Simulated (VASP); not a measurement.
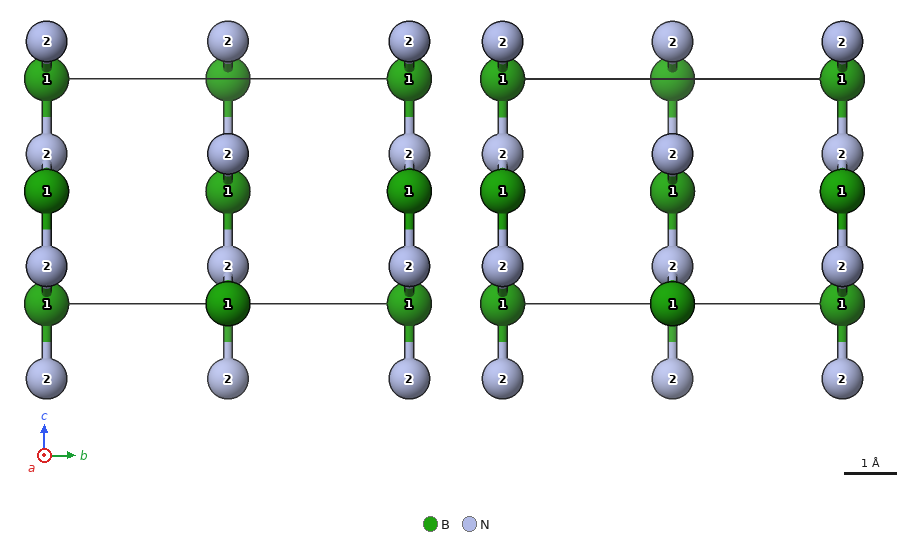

Two geometries of crystalline BN (set up in Fmm2), drawn at one scale. One is the start of a relaxation, the other its converged end. Style: ball-and-stick. Shown: the conventional cell (4 times the calculation's cell), along the a axis. Lengths and directions refer to the drawn axes.

These are results of VASP 6.6.1, Kohn-Sham DFT of a periodic cell, r2SCAN with rVV10, VASP PAW PBE potentials, recommended, not measurements. (plane-wave cutoff 600 eV; k-point mesh 12 × 12 × 12; occupations gaussian; smearing width 0.02 eV; no spin polarisation)

Which one is relaxed?

The right one is the relaxed one. The run lets cell and atoms move. No atom moves by more than 0.005 Å relative to the cell. The volume changes by −6.4 %, with a 2.503 → 2.504 Å (0.0 %), b 6.991 → 6.548 Å (−6.3 %), c 4.332 → 4.330 Å (−0.1 %). The space group stays Fmm2 (No. 42). Over 16 geometry steps the energy falls by 3.7 meV per atom. Largest force component: 0.0086 eV/Å at the start, 0.00095 eV/Å at the end. The pressure goes from −0.65 to 0.03 GPa.
